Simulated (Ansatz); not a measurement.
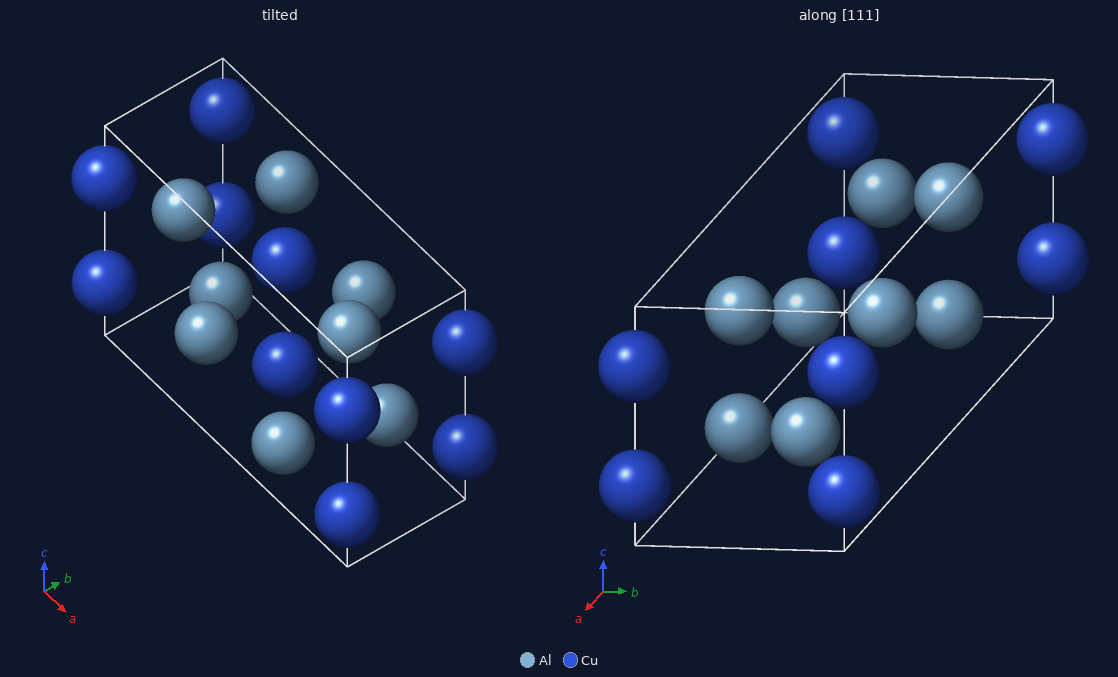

Spheres-only drawing of the structure, looking slightly off an axis and along [111]. The outline marks the conventional unit cell.

What can be read from this drawing?

- Chemical formula Al2Cu.
- The atoms follow space group C2/c (No. 15); the Bravais lattice is base-centred monoclinic.
- One cell contains 8 Al, 4 Cu, 12 atoms in all.

The model was built from a structure listed in the Materials Project. The cell was then strained or its atoms displaced on purpose. The atoms were relaxed in a fixed cell with DFT PBE, scalar-relativistic, plane waves, PAW in Ansatz 0.2.0.
